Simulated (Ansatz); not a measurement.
Run report: CdI$_{2}$, band-structure calculation

CdI$_{2}$ (3 atoms in the cell), computed with DFT, r2SCAN, plane waves, PAW, no spin polarisation (Ansatz 0.2.0).

The structure was built on a prototype by a generator. The geometry comes from this level: r2scan-rvv10 (a point of a series of strains). It belongs to a series of runs on one base structure; here: epitaxial_xy strain +1.0%.

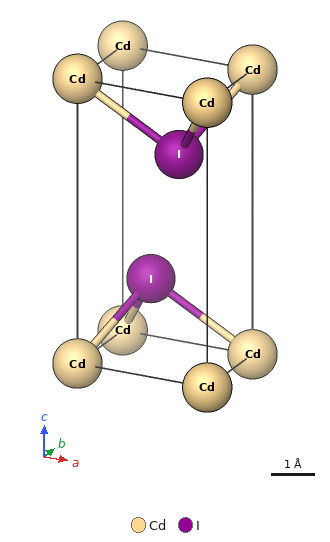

*The input geometry (ball-and-stick view of the cell of the calculation, seen slightly off an axis). An atom can appear more than once, as a periodic image.*

Near neighbours in the periodic cell (some may lie outside the picture): Cd has 6 I at 3.00 Å; I has 3 Cd at 3.00 Å.

## Key numbers

| quantity | value |
| --- | --- |
| outcome | converged |
| space group (tolerance 0.01 Å) | P-3m1 (164) |
| electrons treated | 54 |
| free energy | −23326.3992 eV |
| Fermi energy | 5.648 eV |
| gap on the k-point mesh | 2.86 eV |
| pressure | 0.46 GPa |
| largest force (length of the vector) | 0.005 eV/Å |
| hardware | 4 threads of Arm Neoverse V1, 24 GiB of memory available, shared host |
| wall time | 13 s (CPU time 48 s) |
| peak memory | 0.71 GiB |

## Notes

Spin-orbit coupling is left out, which matters for I.

## The input
```yaml
crystal:
  lattice:
    - [4.2894788157, 0.0, 0.0]
    - [-2.1447394078, 3.7147976234, 0.0]
    - [0.0, 0.0, 6.8419585739]
  atoms:
    - { symbol: Cd, position: [0.0, 0.0, 0.0] }
    - { symbol: I, position: [0.3333333333, 0.6666666667, 0.2486282578] }
    - { symbol: I, position: [0.6666666667, 0.3333333333, 0.7513717422] }
kpoints:
  mp_grid: { grid: [12, 12, 4] }
  band_path:
    path:
      - [0.0, 0.0, 0.0]
      - [0.5, 0.0, 0.0]
      - [0.3333333333, 0.3333333333, 0.0]
      - [0.0, 0.0, 0.5]
      - [0.5, 0.0, 0.5]
      - [0.3333333333, 0.3333333333, 0.5]
      - [0.0, 0.145833, -0.177083]
      - [0.0, 0.453125, 0.351562]
    npoints: 1
hamiltonian:
  xc: r2scan
scf:
  occupations: { method: fixed }
  n_extra_bands: 4
output:
  forces: true
  stress: true
  eigenvalues: true
  write_density: true
  write_potential: true
  elf: true
  volumetric_format: npy
```

Launch command:
```bash
ansatz run input.yaml --threads 4 --pin off --max-ram 4608MiB --backend cpu --events-out ev --progress --plain --runs-dir out
```

## Output
```
scf.n_extra_bands = 4 over 27 filled bands (N_el = 54.0): the run solves 31 bands
Engine: ansatz 0.2.0, aarch64-unknown-linux-gnu
Pseudopotentials: kind: paw
Pseudopotential: Cd, paw, valence charge 20, recommended cutoff 500 eV (meta_gga), Cd.paw.azcp
Pseudopotential: I, paw, valence charge 17, recommended cutoff 500 eV (meta_gga), I.paw.azcp
Functional definition: r2SCAN
  parameter k0 = 0.174
  parameter k1 = 0.065
  parameter a1 = 4.9479
  exchange = r2scan_x(k0 = k0, k1 = k1, a1 = a1)
  correlation = r2scan_c
Crystal: 3 atoms, lattice volume = 109.024 Å³
Basis set: ecut = 500 eV, 2791 PW (Γ), exchange–correlation on 128×128×200 points (64 copies of the dense FFT grid, shifted against one another)
Bands: 31, of which v1, the nominal top of the filled ones, is band 27 counted from 1 (26 counted from 0)
Symmetry: 12 space group operations
Space group: P-3m1 (ITA 164), of the structure as read, at distance tolerance 4.8e-5 Å
k-points: 69 of 576
Non-local potential: Cd, projectors of the file, l = 0: 3, l = 1: 2, l = 2: 2, l = 3: 1
Non-local potential: I, projectors of the file, l = 0: 2, l = 1: 2, l = 2: 2, l = 3: 2
PAW form: soft (Blöchl's): semilocal exchange-correlation on the pseudo side does not see the compensation charge
PAW frozen core: Cd, regenerated for the run's functional (the file was generated under x = pbe(κ = 0.804, μ = 0.2195149727645171), c = pbe(β = 0.06672455060314922))
PAW frozen core: I, regenerated for the run's functional (the file was generated under x = pbe(κ = 0.804, μ = 0.2195149727645171), c = pbe(β = 0.06672455060314922))
PAW one-centre angular grid: Cd, 590 points (default); XC on 160 Gauss nodes
PAW one-centre angular grid: I, 590 points (default); XC on 160 Gauss nodes
Initial density: superposition of atomic densities (neutral atoms: chi_scale 0, normalization atom), corrected by the library's trained network
Initial wavefunctions: pseudopotential atomic-orbital guess
Functional: x = r2scan, c = r2scan; τ floored in thin density (d = 2e-4 eV/Å³)
SCF iter   1: F=—  HF=-23326.389395 eV  |F-HF|=—  |Δ(HF+E_count)|=         —  Δρ=4.30e-3  dr2=1.68e-2  dr2_τ=1.47e-2  ethr=1.77e-3  ⟨swp⟩=5.1  Hψ=7589  notcnv=0  defer=114
preconditioner: auto → Resta (q_TF=auto, 2.427 Å⁻¹)  ε∞=3.5  [insulator: Δε(μ)=2.850 eV  Ē_g=11.432 eV  n_scr=22 (ndim 8)  ℏωp=18.1 eV  f_vac=0.142  ε∞_Penn≈3.5]
SCF iter   2: F=—  HF=-23326.397732 eV  |F-HF|=—  |Δ(HF+E_count)|=   8.34e-3  Δρ=2.34e-3  dr2=4.17e-3  dr2_τ=5.56e-4  ethr=3.11e-5  ⟨swp⟩=3.3  Hψ=4150  notcnv=0  defer=136
SCF iter   3: F=—  HF=-23326.399106 eV  |F-HF|=—  |Δ(HF+E_count)|=   1.37e-3  Δρ=4.59e-4  dr2=2.77e-4  dr2_τ=8.97e-6  ethr=7.73e-6  ⟨swp⟩=3.1  Hψ=4015  notcnv=0  defer=135
SCF iter   4: F=—  HF=-23326.399170 eV  |F-HF|=—  |Δ(HF+E_count)|=   6.45e-5  Δρ=8.79e-5  dr2=6.30e-6  dr2_τ=5.52e-7  ethr=5.13e-7  ⟨swp⟩=2.9  Hψ=4175  notcnv=0  defer=135
SCF iter   5: F=—  HF=-23326.399185 eV  |F-HF|=—  |Δ(HF+E_count)|=   1.47e-5  Δρ=2.92e-5  dr2=9.43e-7  dr2_τ=3.69e-8  ethr=1.17e-8  ⟨swp⟩=2.0  Hψ=3450  notcnv=0  defer=123
SCF iter   6: F=-23326.399186 eV  HF=-23326.399186 eV  |F-HF|=2.33e-9  |Δ(HF+E_count)|=   4.27e-7  Δρ=7.36e-6  dr2=5.82e-8  dr2_τ=1.35e-9  ethr=1.85e-10  ⟨swp⟩=12.8  Hψ=18205  notcnv=0
SCF 1 converged in 6 iterations: F = -23326.399186 eV  dr2 = 5.82e-8
  greatest PAW one-centre occupation: 1.002 electrons in one spin orbital (limit 2), on the Cd atom at site 0 (counted from 0), in its partial waves of l = 1
```

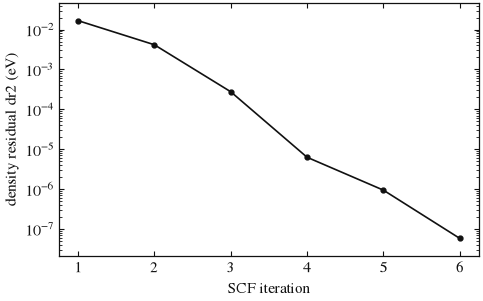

*Convergence of the self-consistent field: density residual dr2 against the SCF iteration.*

The residual falls at every step.

```
NSCF: frozen V_eff on 8 k-points
SCF converged after 6 iterations
Free energy (F): -23326.399186 eV
Harris-Foulkes:  -23326.399186 eV  (|F-HF|=2.33e-9)
Internal energy: -23326.399186 eV  (E = F + TS)
E sigma→0 (E₀):  -23326.399186 eV
Fermi energy:    5.647946 eV
--- Per-component energies (eV) ---
  E_band       = -1324.266470
  E_kinetic    = 882.104276
  E_local      = -8423.482348  (includes V_loc(G=0)·N_el)
  E_nonlocal   = -145.615453
  E_hartree    = 4135.491470
  E_xc         = -409.332556
  E_vxc        = -523.563548  (∫ρ·V_xc dr)
  E_paw        = -13784.579588  (= ΣΔE_a)
  E_vpaw       = -1417.969697  (= ΣTr[D̂ρ^β])
  E_aug_tail   = -0.000054  (compensation charges beyond the density's cutoff)
  E_vtau       = 33.282198  (kinetic-family band-sum trace: ∫τ·v_τ [+ j·A + Jᵃ·Aᵃ] dr)
  E_ewald      = -5580.566267
  E_core_change = -0.418665  (= ΣΔE_core)
  E_smearing   = -0.000000  (= −TS)
  E_closure    = 0.000000  (closes the sum)
  Σ components = -23326.399186   (vs F -23326.399186, Δ=0.00e0)
--- Forces (eV/Å), atoms counted from 1 ---
  atom   1  Cd    -0.00000000     0.00000000     0.00000000
  atom   2  I      0.00000000    -0.00000000    -0.00451735
  atom   3  I      0.00000000     0.00000000     0.00451735
  max |Σ_I F_I| component: 6.94e-18 eV/Å
--- Stress (GPa, compression-positive) ---
        0.289938      -0.000000       0.000000
       -0.000000       0.289938       0.000000
       -0.000000       0.000000       0.807801
  P = ⅓ Tr σ = 0.4626 GPa (4.626 kbar)
--- Band table (eV; the first three rows and the last of 69) ---
  k-point 0: bands = ["-98.6163", "-58.7835", "-58.7835", "-58.7804", "-38.9392", "-38.9392", "-38.9392", "-38.9392", "-38.9226", "-38.9226", "-38.9220", "-38.9220", "-38.9148", "-38.9145", "-6.7155", "-5.9800", "-2.2005", "-2.2005", "-2.0772", "-2.0050", "-2.0050", "2.0434", "5.3362", "5.3362", "5.4700", "5.4700", "5.6014", "8.6803", "10.6670", "12.5193", "12.5193"]
  k-point 1: bands = ["-98.6163", "-58.7835", "-58.7835", "-58.7804", "-38.9392", "-38.9392", "-38.9392", "-38.9392", "-38.9226", "-38.9226", "-38.9221", "-38.9221", "-38.9148", "-38.9146", "-6.6439", "-6.0774", "-2.2003", "-2.2003", "-2.0721", "-2.0050", "-2.0050", "2.3548", "4.9249", "5.2570", "5.2570", "5.5598", "5.5598", "9.2249", "10.7137", "12.4060", "12.4060"]
  k-point 2: bands = ["-98.6163", "-58.7835", "-58.7835", "-58.7804", "-38.9392", "-38.9392", "-38.9392", "-38.9392", "-38.9224", "-38.9224", "-38.9222", "-38.9222", "-38.9147", "-38.9146", "-6.5354", "-6.2112", "-2.2001", "-2.2001", "-2.0673", "-2.0051", "-2.0051", "2.8497", "4.1594", "5.2098", "5.2098", "5.6177", "5.6177", "9.7077", "10.7455", "12.3033", "12.3033"]
  k-point 68: bands = ["-98.6163", "-58.7836", "-58.7836", "-58.7803", "-38.9389", "-38.9388", "-38.9388", "-38.9388", "-38.9225", "-38.9224", "-38.9224", "-38.9223", "-38.9143", "-38.9143", "-5.9856", "-5.9856", "-2.0321", "-2.0321", "-1.9776", "-1.9523", "-1.9523", "2.0895", "3.0356", "3.0356", "3.4396", "5.4385", "5.4385", "9.5660", "11.8702", "11.8702", "13.3929"]
```

## File bands.tsv
```
# k_distance	band_0	band_1	band_2	band_3	band_4	band_5	band_6	band_7	band_8	band_9	band_10	band_11	band_12	band_13	band_14	band_15	band_16	band_17	band_18	band_19	band_20	band_21	band_22	band_23	band_24	band_25	band_26	band_27	band_28	band_29	band_30
# fermi_ev = 5.647946
# lock_threshold_ev = 1e-6
# [0, 0, 0] at k_distance = 0.000000
# [0.5, 0, 0] at k_distance = 0.845697
# [0.3333333333, 0.3333333333, 0] at k_distance = 1.333960
# [0, 0, 0.5] at k_distance = 2.413051
# [0.5, 0, 0.5] at k_distance = 3.258748
# [0.3333333333, 0.3333333333, 0.5] at k_distance = 3.747011
# [0, 0.145833, -0.177083] at k_distance = 4.738910
# [0, 0.453125, 0.351562] at k_distance = 5.450123
# levels_relative_to = fermi_ev
# free_energy_ev = -23326.399186
# largest_residual_norms_ev = 4.539e-4 3.665e-4 4.019e-4 3.813e-4 4.467e-4 5.792e-4 5.402e-4 5.895e-4 5.174e-4 4.366e-4 4.948e-4 5.024e-4 5.144e-4 5.652e-4 5.650e-4 7.771e-4 7.186e-4 7.508e-4 5.585e-4 5.883e-4 6.648e-4 1.086e-3 6.763e-4 1.083e-3 9.707e-4 7.387e-4 1.424e-3 1.776e-3 2.055e-3 2.141e-3 2.444e-3
0.000000	-104.264244	-64.431417	-64.431417	-64.428308	-44.587157	-44.587157	-44.587113	-44.587113	-44.570592	-44.570592	-44.569931	-44.569931	-44.562740	-44.562488	-12.363454	-11.627911	-7.848468	-7.848468	-7.725124	-7.652952	-7.652952	-3.604555	-0.311719	-0.311719	-0.177970	-0.177970	-0.046558	3.032310	5.019007	6.871364	6.871364
0.845697	-104.264229	-64.431620	-64.431471	-64.428287	-44.587149	-44.587013	-44.586564	-44.586517	-44.570652	-44.570619	-44.570198	-44.569920	-44.562351	-44.562266	-11.688677	-11.671162	-7.811476	-7.733316	-7.639562	-7.598289	-7.469271	-3.729769	-2.667159	-1.907449	-1.521145	-0.631714	-0.112399	3.089018	5.636936	6.445900	7.105536
1.333960	-104.264238	-64.431564	-64.431564	-64.428286	-44.586868	-44.586759	-44.586759	-44.586699	-44.570815	-44.570363	-44.570363	-44.569910	-44.562272	-44.562272	-11.634687	-11.634687	-7.684845	-7.684845	-7.627027	-7.607210	-7.607210	-3.717724	-2.113982	-2.113982	-1.844221	-1.029013	-1.029013	3.151733	7.718489	7.718489	7.842406
2.413051	-104.264232	-64.431415	-64.431415	-64.428304	-44.587147	-44.587147	-44.587121	-44.587121	-44.570363	-44.570363	-44.570150	-44.570150	-44.562624	-44.562587	-12.183379	-11.859104	-7.848083	-7.848083	-7.715247	-7.653031	-7.653031	-2.798269	-1.488508	-0.438103	-0.438103	-0.030273	-0.030273	4.059751	5.097522	6.655343	6.655343
3.258748	-104.264241	-64.431622	-64.431474	-64.428289	-44.587112	-44.587049	-44.586580	-44.586514	-44.570481	-44.570374	-44.570349	-44.570236	-44.562299	-44.562288	-11.733641	-11.617815	-7.813098	-7.737270	-7.634531	-7.598345	-7.478126	-3.845898	-3.117221	-1.311773	-1.118772	-0.443352	-0.433293	2.859752	5.523952	6.474331	7.189320
3.747011	-104.264225	-64.431560	-64.431560	-64.428285	-44.586797	-44.586761	-44.586754	-44.586754	-44.570464	-44.570374	-44.570374	-44.570255	-44.562256	-44.562256	-11.633564	-11.633564	-7.680064	-7.680064	-7.625518	-7.600229	-7.600229	-3.558436	-2.612348	-2.612348	-2.208308	-0.209496	-0.209496	3.918081	6.222243	6.222243	7.744997
4.738910	-104.264234	-64.431454	-64.431427	-64.428303	-44.587132	-44.587111	-44.587033	-44.587002	-44.570551	-44.570542	-44.570027	-44.569986	-44.562646	-44.562456	-12.224664	-11.666116	-7.834107	-7.795182	-7.704840	-7.656160	-7.650279	-3.360286	-1.271829	-0.805145	-0.729944	-0.127425	0.004414	3.847706	5.637104	6.429023	6.990957
5.450123	-104.264233	-64.431616	-64.431470	-64.428289	-44.587124	-44.587035	-44.586587	-44.586524	-44.570527	-44.570469	-44.570311	-44.570108	-44.562324	-44.562282	-11.752857	-11.615063	-7.812750	-7.735688	-7.637290	-7.600515	-7.490647	-3.831899	-2.938117	-1.339231	-1.271214	-0.493260	-0.363275	2.823830	5.648569	6.819378	7.254807
```

## File rho_z.tsv
```
# z_ang	rho[e/angstrom^3]
# format = ansatz-planar-average/11
# lattice	4.289478816	-0.000000000	0.000000000
# lattice	-2.144739408	3.714797623	0.000000000
# lattice	0.000000000	0.000000000	6.841958574
# sites	3
# site	48	0.000000000	0.000000000	0.000000000
# site	53	0.000000000	2.476531749	1.701104240
# site	53	2.144739408	1.238265874	5.140854334
0.000000	1.332611e0
0.136839	1.241852e0
0.273678	1.009926e0
0.410518	7.300495e-1
0.547357	4.927115e-1
0.684196	3.442140e-1
0.821035	2.822469e-1
0.957874	2.799924e-1
1.094713	3.386773e-1
1.231553	4.872616e-1
1.368392	7.040783e-1
1.505231	9.097650e-1
1.642070	1.025505e0
1.778909	1.010075e0
1.915748	8.673303e-1
2.052588	6.448983e-1
2.189427	4.222492e-1
2.326266	2.691879e-1
2.463105	1.905015e-1
2.599944	1.426549e-1
2.736783	1.042530e-1
2.873623	7.518061e-2
3.010462	5.439883e-2
3.147301	4.083292e-2
3.284140	3.314260e-2
3.420979	3.072269e-2
3.557818	3.314260e-2
3.694658	4.083292e-2
3.831497	5.439883e-2
3.968336	7.518061e-2
4.105175	1.042530e-1
4.242014	1.426549e-1
4.378853	1.905015e-1
4.515693	2.691879e-1
4.652532	4.222492e-1
4.789371	6.448983e-1
4.926210	8.673303e-1
5.063049	1.010075e0
5.199889	1.025505e0
5.336728	9.097650e-1
5.473567	7.040783e-1
5.610406	4.872616e-1
5.747245	3.386773e-1
5.884084	2.799924e-1
6.020924	2.822469e-1
6.157763	3.442140e-1
6.294602	4.927115e-1
6.431441	7.300495e-1
6.568280	1.009926e0
6.705119	1.241852e0
```

## File v_z.tsv
```
# z_ang	v_es[eV]	v_tot[eV]
# format = ansatz-planar-average/11
# xc	r2scan
# density_cutoff_ev	2000
# datasets	Cd=:simpson_from_first_knot:soft:shift=0	I=:simpson_from_first_knot:soft:shift=0
# lattice	4.289478816	-0.000000000	0.000000000
# lattice	-2.144739408	3.714797623	0.000000000
# lattice	0.000000000	0.000000000	6.841958574
# sites	3
# site	48	0.000000000	0.000000000	0.000000000
# site	53	0.000000000	2.476531749	1.701104240
# site	53	2.144739408	1.238265874	5.140854334
0.000000	3.419885e0	-7.042858e0
0.136839	3.533079e0	-6.966163e0
0.273678	3.829941e0	-6.670691e0
0.410518	4.215564e0	-6.196682e0
0.547357	4.571348e0	-5.682120e0
0.684196	4.751295e0	-5.347093e0
0.821035	4.743365e0	-5.277188e0
0.957874	4.695048e0	-5.374884e0
1.094713	4.711232e0	-5.553953e0
1.231553	4.886619e0	-5.587142e0
1.368392	5.276147e0	-5.324926e0
1.505231	5.752622e0	-4.893704e0
1.642070	6.120948e0	-4.480975e0
1.778909	6.251749e0	-4.210836e0
1.915748	6.177926e0	-4.046301e0
2.052588	6.082147e0	-3.807738e0
2.189427	6.193629e0	-3.253777e0
2.326266	6.677774e0	-2.165419e0
2.463105	7.571942e0	-5.900051e-1
2.599944	8.734798e0	1.265067e0
2.736783	9.863902e0	3.063137e0
2.873623	1.068746e1	4.513349e0
3.010462	1.119245e1	5.571297e0
3.147301	1.149902e1	6.363770e0
3.284140	1.166537e1	6.960809e0
3.420979	1.171829e1	7.199051e0
3.557818	1.166537e1	6.960809e0
3.694658	1.149902e1	6.363770e0
3.831497	1.119245e1	5.571297e0
3.968336	1.068746e1	4.513349e0
4.105175	9.863902e0	3.063137e0
4.242014	8.734798e0	1.265067e0
4.378853	7.571942e0	-5.900051e-1
4.515693	6.677774e0	-2.165419e0
4.652532	6.193629e0	-3.253777e0
4.789371	6.082147e0	-3.807738e0
4.926210	6.177926e0	-4.046301e0
5.063049	6.251749e0	-4.210836e0
5.199889	6.120948e0	-4.480975e0
5.336728	5.752622e0	-4.893704e0
5.473567	5.276147e0	-5.324926e0
5.610406	4.886619e0	-5.587142e0
5.747245	4.711232e0	-5.553953e0
5.884084	4.695048e0	-5.374884e0
6.020924	4.743365e0	-5.277188e0
6.157763	4.751295e0	-5.347093e0
6.294602	4.571348e0	-5.682120e0
6.431441	4.215564e0	-6.196682e0
6.568280	3.829941e0	-6.670691e0
6.705119	3.533079e0	-6.966163e0
```

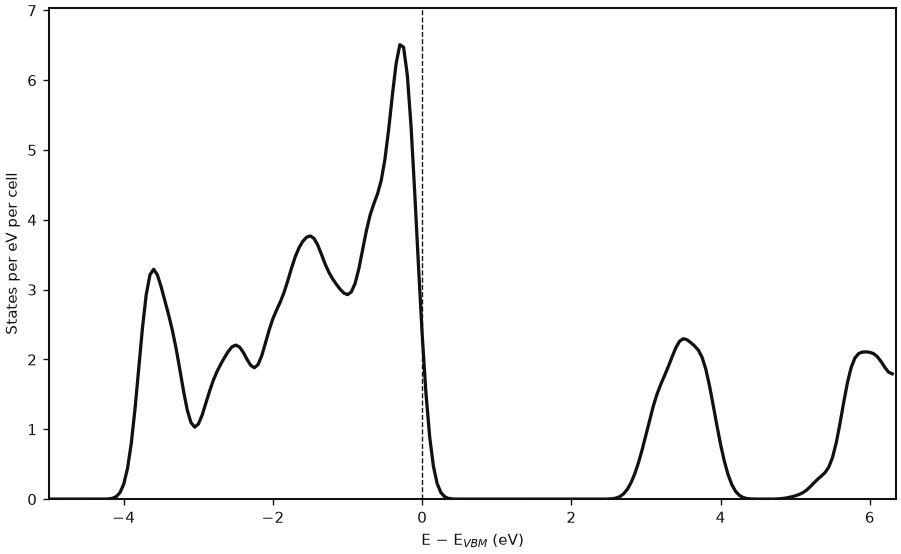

*Density of states (the curve is built from the levels of the k mesh with Gaussians 0.3 eV wide, which also blur the band edges), with energies from the valence-band top.*

There is a gap of 2.86 eV on the k-point mesh. Small ripples come from the finite k-point mesh.

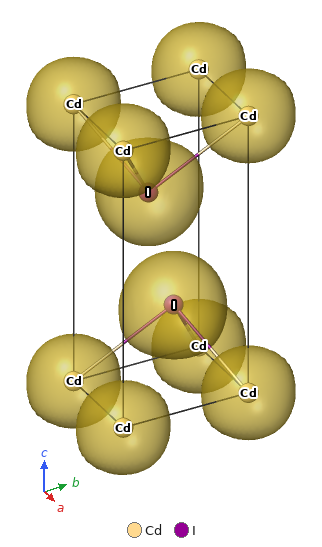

*Isosurface of the valence charge density (pseudo) at 0.3 e/Å³ (yellow), seen slightly off an axis. Sticks mark near contacts. The outline is the cell set on symmetry axes.*

At this value the density breaks into separate islands; it holds about 85 % of the electrons treated as valence (semicore included). It is pinched off along the Cd–I (3.00 Å) contacts. On the grid the lowest density along these lines, outside the cores, is 0.23 e/Å³ (Cd–I, 3.00 Å). The fields are those of the smooth PAW valence density.

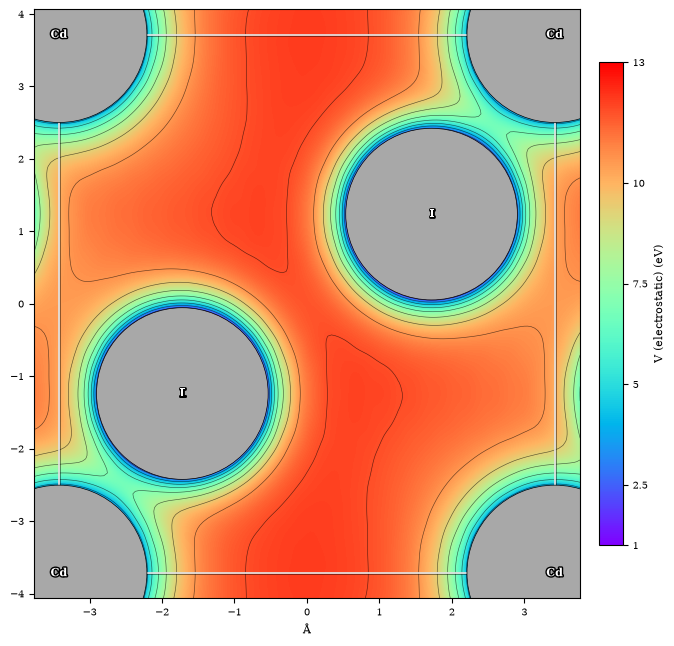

*Electrostatic potential (local pseudopotential plus Hartree) felt by an electron on the (110) plane of the conventional cell. Grey discs, where drawn, cover atomic cores.*

Atoms in the plane: Cd and I. Outside the cores the potential energy rises away from the atoms and is highest about 2.9 Å from the nearest atoms; outside the discs it spans about 10 eV, and its zero is arbitrary.
